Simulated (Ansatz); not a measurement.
C: several calculations on one system

Part 1: Relaxation

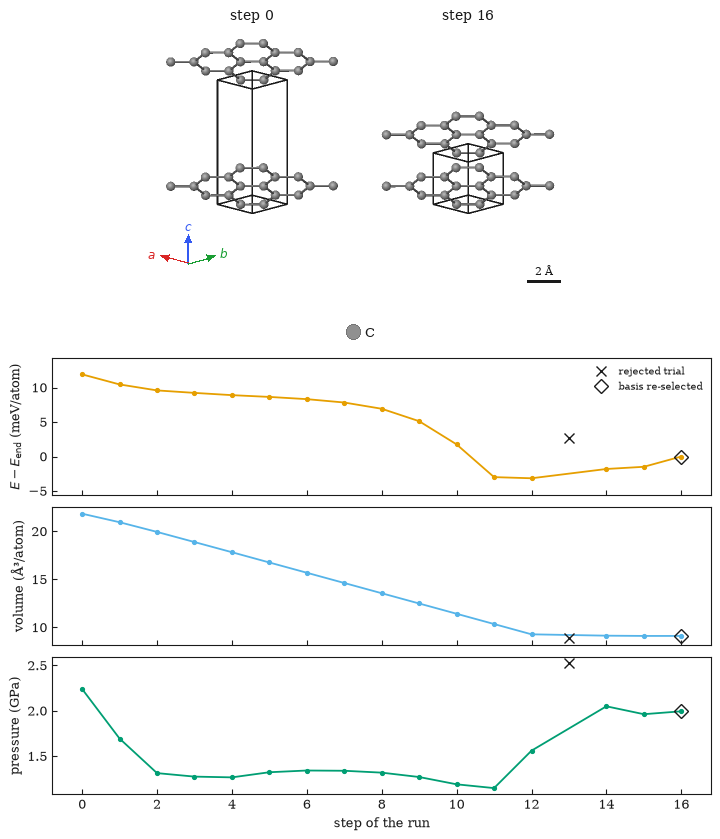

First and last geometry of a relaxation of solid C (set up in P6/mmm), with the history of the run. Style: ball-and-stick. Shown: the cell of the calculation, repeated 3 × 3 × 1 with one cell outlined, from a free direction.

Case: relaxed at 2 GPa.

All numbers below come from DFT r2SCAN, scalar-relativistic, plane waves, PAW in Ansatz. Set-up: plane-wave cutoff 500 eV; k-point mesh 18 × 18 × 6; occupations gaussian; smearing width 0.1 eV; target pressure 2 GPa; no spin polarisation; cell and atoms relaxed; force threshold 0.008 eV/Å; at most 50 steps.

What do the curves and the structures tell?

It converged. After 14 accepted moves (16 points after the start) the energy has fallen by 11.9 meV per atom. With the target pressure of 2 GPa, the enthalpy E + pV changes by −171 meV per atom. All forces vanish by symmetry, so only the cell relaxes. Pressure: 2.24 GPa at the start and 1.99 GPa at the end. The line search rejected the trial step at point 13 of the run. At 1 point the geometry stayed and the basis and grid were re-selected for the new cell (energy shift of 1.5 meV per atom at most each time). The atoms keep their places relative to the cell (all moves are under 0.005 Å). The volume changes by −58.3 %, with a = b 2.440 → 2.451 Å (+0.4 %), c 8.469 → 3.501 Å (−58.7 %). Some distances before and after: C–C 1.409 → 1.415 Å. The space group stays P6/mmm (No. 191).

```tsv
step	E − E(0), meV/atom	pressure, GPa	volume, Å³/atom	note
0	0.00	2.24	21.836	
1	-1.46	1.69	20.948	
2	-2.32	1.31	19.939	
3	-2.68	1.27	18.884	
4	-3.01	1.27	17.825	
5	-3.27	1.32	16.755	
6	-3.59	1.34	15.688	
7	-4.08	1.34	14.621	
8	-4.99	1.32	13.553	
9	-6.79	1.27	12.485	
10	-10.15	1.19	11.417	
11	-14.90	1.15	10.347	
12	-15.06	1.56	9.276	
13	-9.16	2.52	8.853	rejected
14	-13.72	2.05	9.135	
15	-13.40	1.96	9.108	
16	-11.91	1.99	9.108	same geometry, new basis
```

Limits of the set-up: layers or molecules are held without a dispersion correction, so their spacing is unreliable.

Part 2: Relaxation

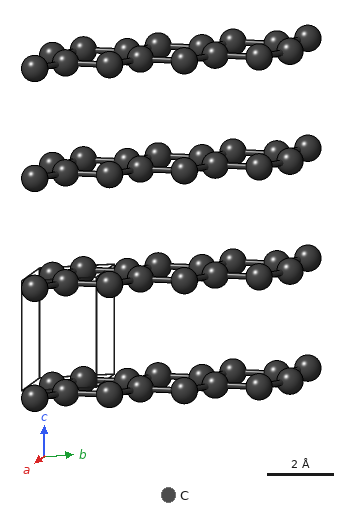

Starting structure of solid C (set up in P6/mmm). The picture is a ball-and-stick view of the cell of the calculation, repeated 2 × 4 × 3 with one cell outlined, seen slightly off an axis.

Case: relaxed at 5 GPa.

Method: DFT r2SCAN, scalar-relativistic, plane waves, PAW (Ansatz 0.2.0).

Input
```yaml
crystal:
  lattice:
    - [2.3866368769, 0.0, 0.0]
    - [-1.1933184385, 2.066888165, 0.0]
    - [0.0, 0.0, 3.408688635]
  atoms:
    - { symbol: C, position: [0.3333333333, 0.6666666667, 0.0] }
    - { symbol: C, position: [0.6666666667, 0.3333333333, 0.0] }
basis:
  ecutwfc: 500
kpoints:
  mp_grid: { grid: [18, 18, 12] }
hamiltonian:
  xc: r2scan
scf:
  occupations: { method: gaussian, width: 0.1 }
output:
  forces: true
  stress: true
  eigenvalues: true
relax:
  adjacent_minimum: "off"
  f_tol: 0.008
  max_steps: 50
  cell: { stress_tol: 0.08, p_target: 5.0 }
```

Launched with:
```bash
ansatz run input.yaml --threads 1 --pin off --max-ram 2560MiB --backend cpu --events-out ev --progress --plain --runs-dir out
```

Question: Where does the relaxation end?

Answer: No atom moves by more than 0.005 Å relative to the cell. Cell: a = b 2.387 → 2.445 Å (+2.4 %), c 3.409 → 3.334 Å (−2.2 %). Volume +2.7 %. Near-neighbour distances that change, for instance: C1–C2 1.378 → 1.412 Å. The space group stays P6/mmm (No. 191). The energy falls by 52.1 meV per atom in 4 accepted moves (5 points after the start). With the target pressure of 5 GPa, the enthalpy E + pV changes by −45.2 meV per atom. All forces vanish by symmetry, so only the cell relaxes. Pressure: 27.93 GPa at the start and 4.98 GPa at the end. The SCF was repeated once at an unchanged geometry on a basis and grid sized afresh for the cell, which shifted the energy by 0.1 meV per atom at most. The run took 58 s on 1 thread of AMD EPYC (Zen 3) (shared host), peak memory 0.39 GiB.

After the run, drawn alike:

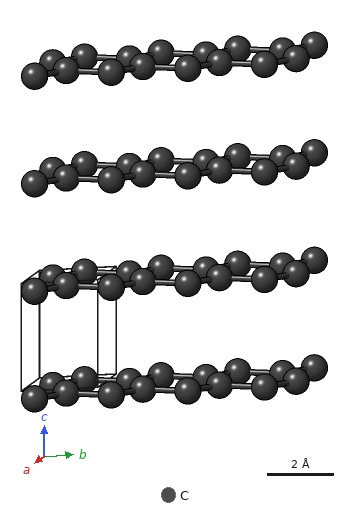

Limits of the set-up: layers or molecules are held without a dispersion correction, so their spacing is unreliable.

Part 3: A change

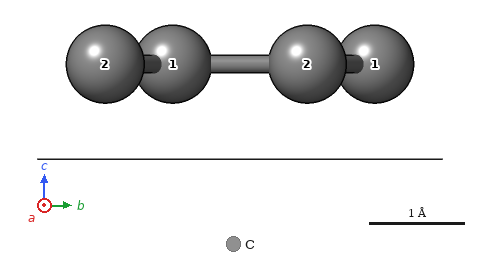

Reference structure: solid C (set up in P6/mmm). Style: ball-and-stick. Shown: the 2 × 2 repeat of the cell, outlined in the plane, without the vacuum, along the a axis.

Computed with Ansatz, DFT r2SCAN, scalar-relativistic, plane waves, PAW. (plane-wave cutoff 500 eV; occupations gaussian; smearing width 0.1 eV; no spin polarisation) The k-mesh is chosen for each cell (18×18×6, 24×24×14).

Change: The crystal is put under a hydrostatic pressure of 20 GPa. Cell and atoms are relaxed at that pressure.

**What does the calculation give for the changed structure?**

It costs 77.4 meV per atom. (The two runs use different k-meshes.) The pressure goes from 0.0 to 20.0 GPa. In the plane the drawn cell goes a 4.912 → 4.840 Å (−1.5 %), b 4.912 → 4.840 Å (−1.5 %). The atoms keep their places relative to the cell and the layer's centre (all moves are under 0.005 Å). Some distances before and after: C–C 1.418 → 1.397 Å. The space group stays P6/mmm (No. 191).

The changed structure in the same view:

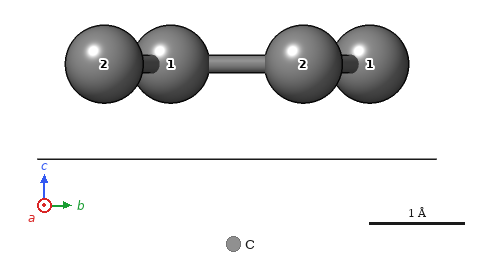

Limits of the set-up: layers or molecules are held without a dispersion correction, so their spacing is unreliable.
